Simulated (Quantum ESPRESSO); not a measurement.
# 2H-WSe2, 2 layers, AA' stacking: a series in the field along the normal, part 2 of 4

What law, if any, do the results for 2H-WSe2, 2 layers, AA' stacking follow against the field along the normal?

Quantum ESPRESSO 7.5; plane-wave DFT, PBE, PseudoDojo fully relativistic norm-conserving pseudopotentials.

So far. Step 2 (Relaxing cell and ions of the reference):  The last row is no step: it is a fresh SCF in the final cell with a new plane-wave basis, +2 meV from the row before.

## (3) Ground state, 0 V/Å

The self-consistent run of this member.

Level of this step: plane-wave DFT, PBE, PseudoDojo fully relativistic norm-conserving pseudopotentials (Quantum ESPRESSO 7.5).

Input file m0.scf.in:

```
&control
  prefix = 'm0.scf'
  outdir = './out'
  pseudo_dir = './pseudo'
  calculation = 'scf'
  tprnfor = .true.
  tefield = .true.
  dipfield = .true.
/
&system
  ibrav = 0
  nat = 6
  ntyp = 2
  ecutwfc = 78
  ecutrho = 312
  occupations = 'smearing'
  smearing = 'fd'
  degauss = 0.002
  edir = 3
  emaxpos = 0.97
  eopreg = 0.04
  eamp = 0.0
  noncolin = .true.
  lspinorb = .true.
  nbnd = 98
/
&electrons
  conv_thr = 1e-09
  mixing_beta = 0.4
  electron_maxstep = 120
  mixing_mode = 'plain'
/
ATOMIC_SPECIES
  Se  78.9710  Se.dojo-fr-pbe-0.4-standard.upf
  W   183.8400  W.dojo-fr-pbe-0.4-standard.upf
CELL_PARAMETERS angstrom
  3.28475748600000 0.00000000000000 0.00000000000000
  -1.64237874300000 2.84468342800000 0.00000000000000
  0.00000000000000 0.00000000000000 27.68069586800000
ATOMIC_POSITIONS crystal
  Se  0.333333333300 0.666666666700 0.322522690500
  W   0.000000000000 0.000000000000 0.383423378800
  Se  0.333333333300 0.666666666700 0.444312815300
  Se  0.000000000000 0.000000000000 0.555687184700
  W   0.333333333300 0.666666666700 0.616576621200
  Se  0.000000000000 0.000000000000 0.677477309500
K_POINTS automatic
  6 6 1 0 0 0
```

Run with:

```
$ OMP_NUM_THREADS=1 mpirun -n 16 pw.x -nk 2 -in m0.scf.in > m0.scf.out
```

Log:

```text
[banner, memory and clock lines left out]
Program PWSCF v.7.5 starts
[citation notice left out]

[...]
bravais-lattice index     =            0
     lattice parameter (alat)  =       6.2073  a.u.
     unit-cell volume          =    1745.4638 (a.u.)^3
     number of atoms/cell      =            6
     number of atomic types    =            2
     number of electrons       =        92.00
     number of Kohn-Sham states=           98
     kinetic-energy cutoff     =      78.0000  Ry
     charge density cutoff     =     312.0000  Ry
     scf convergence threshold =      1.0E-09
     mixing beta               =       0.4000
     number of iterations used =            8  plain     mixing
     Exchange-correlation= PBE
                           (   1   4   3   4   0   0   0)
     Non magnetic calculation with spin-orbit

[...]
PseudoPot. # 1 for Se read from file:
     ./pseudo/Se.dojo-fr-pbe-0.4-standard.upf
     Pseudo is Norm-conserving + core correction, Zval = 16.0
     Generated using ONCVPSP code by D. R. Hamann
     Using radial grid of 1214 points, 10 beta functions with:
                l(1) =   0
                l(2) =   0
                l(3) =   1
                l(4) =   1
                l(5) =   1
                l(6) =   1
                l(7) =   2
                l(8) =   2
                l(9) =   2
               l(10) =   2

     PseudoPot. # 2 for W  read from file:
     ./pseudo/W.dojo-fr-pbe-0.4-standard.upf
     Pseudo is Norm-conserving + core correction, Zval = 14.0
     Generated using ONCVPSP code by D. R. Hamann
     Using radial grid of 1396 points, 14 beta functions with:
                l(1) =   0
                l(2) =   0
                l(3) =   1
                l(4) =   1
                l(5) =   1
                l(6) =   1
                l(7) =   2
                l(8) =   2
                l(9) =   2
               l(10) =   2
               l(11) =   3
               l(12) =   3
               l(13) =   3
               l(14) =   3

     atomic species   valence    mass     pseudopotential
     Se               16.00    78.97100     Se( 1.00)
     W                14.00   183.84000     W ( 1.00)

     No symmetry found

[...]
number of k points=    20  Fermi-Dirac smearing, width (Ry)=  0.0020
[...]
Dense  grid:   162445 G-vectors     FFT dimensions: (  36,  36, 300)

     Initial potential from superposition of free atoms

     starting charge      91.9987, renormalised to      92.0000

     negative rho (up, down):  3.821E-05 0.000E+00

     Adding external electric field

     Computed dipole along edir(3) :
        Dipole               -0.0000 Ry au,         -0.0000 Debye
        Dipole field         -0.0000 Ry au,

        Potential amp.        0.0000 Ry
        Total length         50.2166 bohr

     Starting wfcs are  112 randomized atomic wfcs

     per-process dynamical memory:   124.2 Mb

     Self-consistent Calculation

     iteration #  1     ecut=    78.00 Ry     beta= 0.40
     Davidson diagonalization with overlap
     ethr =  1.00E-02,  avg # of iterations =  2.0

     Threshold (ethr) on eigenvalues was too large:
     Diagonalizing with lowered threshold

     Davidson diagonalization with overlap
     ethr =  8.70E-05,  avg # of iterations =  4.5

     negative rho (up, down):  2.120E-05 0.000E+00

     Adding external electric field

     Computed dipole along edir(3) :
        Dipole                0.0004 Ry au,          0.0009 Debye
        Dipole field          0.0000 Ry au,

        Potential amp.       -0.0003 Ry
        Total length         50.2166 bohr

     total energy              =   -1273.92530801 Ry
     estimated scf accuracy    <       0.14293595 Ry

     iteration #  2     ecut=    78.00 Ry     beta= 0.40
[...]
negative rho (up, down):  1.350E-05 0.000E+00

[...]
Dipole               -0.0006 Ry au,         -0.0015 Debye
[...]
total energy              =   -1273.93530601 Ry
     estimated scf accuracy    <       0.04691763 Ry

     iteration #  3     ecut=    78.00 Ry     beta= 0.40
[...]
negative rho (up, down):  5.622E-06 0.000E+00

[...]
Dipole                0.0015 Ry au,          0.0039 Debye
[...]
total energy              =   -1273.94157089 Ry
     estimated scf accuracy    <       0.01490764 Ry

     iteration #  4     ecut=    78.00 Ry     beta= 0.40
[...]
negative rho (up, down):  4.018E-06 0.000E+00

[...]
Dipole               -0.0012 Ry au,         -0.0031 Debye
[...]
total energy              =   -1273.94189303 Ry
     estimated scf accuracy    <       0.01636489 Ry

     iteration #  5     ecut=    78.00 Ry     beta= 0.40
[...]
negative rho (up, down):  5.341E-07 0.000E+00

[...]
Dipole                0.0046 Ry au,          0.0117 Debye
[...]
total energy              =   -1273.94388872 Ry
     estimated scf accuracy    <       0.00079899 Ry

     iteration #  6     ecut=    78.00 Ry     beta= 0.40
[...]
c_bands:  1 eigenvalues not converged
[...]
negative rho (up, down):  2.917E-07 0.000E+00

[...]
Dipole               -0.0100 Ry au,         -0.0255 Debye
[...]
total energy              =   -1273.94391539 Ry
     estimated scf accuracy    <       0.00135168 Ry

[...]
iteration # 14     ecut=    78.00 Ry     beta= 0.40
[...]
Dipole               -0.0000 Ry au,         -0.0000 Debye
[...]
total energy              =   -1273.94400185 Ry
     estimated scf accuracy    <       0.00000008 Ry

     iteration # 15     ecut=    78.00 Ry     beta= 0.40
[...]
Dipole               -0.0000 Ry au,         -0.0000 Debye
[...]
total energy              =   -1273.94400187 Ry
     estimated scf accuracy    <          9.8E-09 Ry

     iteration # 16     ecut=    78.00 Ry     beta= 0.40
[...]
Dipole               -0.0000 Ry au,         -0.0000 Debye
[...]
total energy              =   -1273.94400187 Ry
     estimated scf accuracy    <          5.6E-09 Ry

     iteration # 17     ecut=    78.00 Ry     beta= 0.40
[...]
Dipole                0.0000 Ry au,          0.0000 Debye
[...]
End of self-consistent calculation

          k = 0.0000 0.0000 0.0000 ( 20265 PWs)   bands (ev):

   -70.3587 -70.3587 -70.3587 -70.3587 -44.6782 -44.6782 -44.6781 -44.6781
   -44.6594 -44.6594 -44.6593 -44.6593 -44.6480 -44.6480 -44.6477 -44.6477
   -44.6236 -44.6236 -44.6236 -44.6236 -43.7915 -43.7915 -43.7915 -43.7915
   -43.7737 -43.7737 -43.7737 -43.7737 -43.7654 -43.7654 -43.7651 -43.7651
   -43.7515 -43.7515 -43.7511 -43.7511 -43.7429 -43.7429 -43.7429 -43.7429
   -43.7267 -43.7267 -43.7267 -43.7267 -41.7484 -41.7484 -41.7484 -41.7484
   -32.0263 -32.0263 -32.0262 -32.0262 -31.8953 -31.8953 -31.8953 -31.8953
   -11.4486 -11.4486 -11.3022 -11.3022 -10.2386 -10.2386 -10.0130 -10.0130
    -3.1201  -3.1201  -2.5184  -2.5184   0.5563   0.5563   1.0331   1.0331
     1.0412   1.0412   1.2326   1.2326   1.2932   1.2932   1.8096   1.8096
     2.0403   2.0403   2.1278   2.1278   2.4620   2.4620   2.4941   2.4941
     2.9679   2.9679   3.6364   3.6364   6.2497   6.2497   6.2877   6.2877
     6.4694   6.4696

          k = 0.0000 0.1925 0.0000 ( 20329 PWs)   bands (ev):

   -70.3561 -70.3561 -70.3561 -70.3561 -44.6778 -44.6778 -44.6778 -44.6778
   -44.6591 -44.6591 -44.6590 -44.6590 -44.6479 -44.6479 -44.6476 -44.6476
   -44.6236 -44.6236 -44.6235 -44.6235 -43.7913 -43.7913 -43.7905 -43.7905
   -43.7735 -43.7735 -43.7728 -43.7728 -43.7658 -43.7658 -43.7656 -43.7656
   -43.7517 -43.7517 -43.7507 -43.7507 -43.7433 -43.7433 -43.7433 -43.7433
   -43.7270 -43.7270 -43.7261 -43.7261 -41.7584 -41.7584 -41.7584 -41.7584
   -32.0347 -32.0347 -32.0346 -32.0346 -31.9405 -31.9405 -31.9404 -31.9404
   -11.0418 -11.0418 -10.8978 -10.8978 -10.0175 -10.0175  -9.8158  -9.8158
    -2.6141  -2.6141  -2.0179  -2.0179   0.0157   0.0157   0.0650   0.0650
     0.1567   0.1567   0.7538   0.7538   1.4844   1.4844   1.5115   1.5115
     1.6671   1.6671   1.7007   1.7007   2.0306   2.0306   2.3179   2.3179
     2.8344   2.8344   3.0853   3.0853   5.4613   5.4613   5.7245   5.7245
     6.0102   6.0103

[...]
the Fermi energy is     4.2672 ev

!    total energy              =   -1273.94400187 Ry
     estimated scf accuracy    <          3.1E-10 Ry
     smearing contrib. (-TS)   =      -0.00000000 Ry
     internal energy E=F+TS    =   -1273.94400187 Ry

     The total energy is F=E-TS. E is the sum of the following terms:
     one-electron contribution =   -9199.02325693 Ry
     hartree contribution      =    4597.26991617 Ry
     xc contribution           =    -260.29074490 Ry
     ewald contribution        =    3588.10008379 Ry
     electric field correction =       0.00000000 Ry

     convergence has been achieved in  17 iterations

     Forces acting on atoms (cartesian axes, Ry/au):

     atom    1 type  1   force =     0.00000005   -0.00000001   -0.00583678
     atom    2 type  2   force =    -0.00000001   -0.00000003   -0.00256294
     atom    3 type  1   force =     0.00000000    0.00000007    0.00100435
     atom    4 type  1   force =    -0.00000006   -0.00000005   -0.00100052
     atom    5 type  2   force =     0.00000007   -0.00000004    0.00256478
     atom    6 type  1   force =    -0.00000006    0.00000006    0.00583110

     Total force =     0.009123     Total SCF correction =     0.000157

[...]
```

Elapsed: 4.9 min, on 16 MPI ranks of Arm Neoverse V1, shared host; peak memory 3.2 GiB.

Read from the output:

```
free energy                          : -17332.8911 eV
Fermi energy                         : 4.267 eV
dipole along the normal              : 0 e·Å
valence top, on the run's zero       : 3.701 eV
conduction bottom, on the run's zero : 4.871 eV
gap by band count                    : 1.170 eV
```

## (4) Potential by pp.x, 0 V/Å

plot_num = 11 writes the bare and Hartree potential, from which vacuum levels or, in a crystal, the mean potential are read.

Input file m0.pot.in:

```
&inputpp
  prefix = 'm0.scf'
  outdir = './out'
  filplot = 'm0.pot.dat'
  plot_num = 11
/
```

Run with:

```
$ OMP_NUM_THREADS=1 mpirun -n 16 pp.x -in m0.pot.in > m0.pot.out
```

Log:

```text
[banner, memory and clock lines left out]
Program POST-PROC v.7.5 starts

          URL

     ./out/m0.scf.save/

     IMPORTANT: XC functional enforced from input :
     Exchange-correlation= PBE
                           (   1   4   3   4   0   0   0)
     Any further DFT definition will be discarded
     Please, verify this is what you really want

     Adding external electric field

     Computed dipole along edir(3) :
        Dipole                0.0000 Ry au,          0.0000 Debye
        Dipole field          0.0000 Ry au,

        Potential amp.       -0.0000 Ry
        Total length         50.2166 bohr

     Calling punch_plot, plot_num =  11

     Adding external electric field

     Computed dipole along edir(3) :
        Dipole                0.0000 Ry au,          0.0000 Debye
        Dipole field          0.0000 Ry au,

        Potential amp.       -0.0000 Ry
        Total length         50.2166 bohr

     Writing data to file  m0.pot.dat
     Message from routine chdens:
     namelist plot not found or invalid, exiting
```

Run time: 0.96 s. Hardware: 16 MPI ranks; peak memory 0.09 GiB; 14 s of CPU time.

This step gave:

| Property | Result |
| --- | --- |
| slope of the potential above | 2.85e-5 eV/Å |
| upper vacuum line continued to the top atoms, over the valence top | 4.841 eV |
| slope of the potential below | -2.24e-5 eV/Å |
| lower vacuum line continued to the bottom atoms, over the valence top | 4.841 eV |
| vacuum level at the upper face over the valence top of the mesh | 4.841 eV |
| vacuum level at the lower face over the valence top of the mesh | 4.841 eV |

The potential energy, planar mean oscillates, so the rows of the table below give means over windows of 2 Å about each position, cut where the curve ends. Its maxima inside the range that stand out by 2 % of the span (Å: eV): 9.7: -5.74, 11.5: -5.76, 13.8: 3.80, 16.1: -5.76, 18.0: -5.74. Its minima: 9.0: -13.6, 10.6: -34.3, 12.3: -13.7, 15.4: -13.7, 17.1: -34.3, 18.7: -13.6.

Electrostatic potential energy of an electron, with the sawtooth; zero at the highest filled level of the SCF mesh. Potential energy, planar mean against z; means over each step:

```
z (Å)  potential energy, planar mean (eV)
    0                                4.84
    2                                4.84
    4                                4.84
    6                                4.81
    8                               -1.64
   10                               -17.0
   12                               -9.52
   14                                1.03
   16                               -13.1
   18                               -14.7
   20                                1.16
   22                                4.83
   24                                4.84
   26                                4.84
```

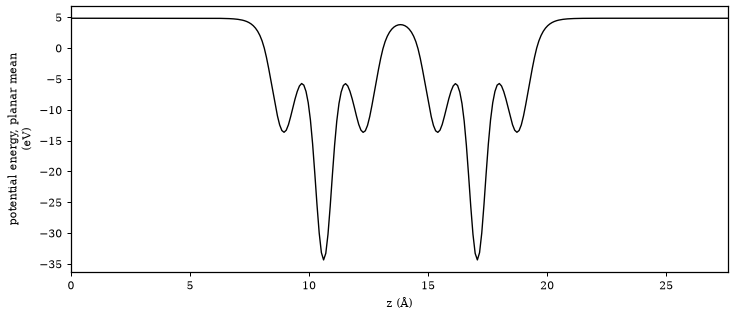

Potential energy, planar mean, plotted against z.

[end of part 2 of 4]

[Logs are printed without paths, hosts, clocks, repeated set-up lines and the standing remarks that a program may print on its own settings, such as how far it seeks lower states.]

[Hosts, paths, dates, database ids (printed as entryN), source tags and the programs' standing remarks are cut or masked in the printed files.]

[Maps of the electrostatic potential energy from Ansatz leave out the sawtooth potential of an applied field or a dipole correction, so their vacuum need not be flat; planar profiles and work functions include it.]
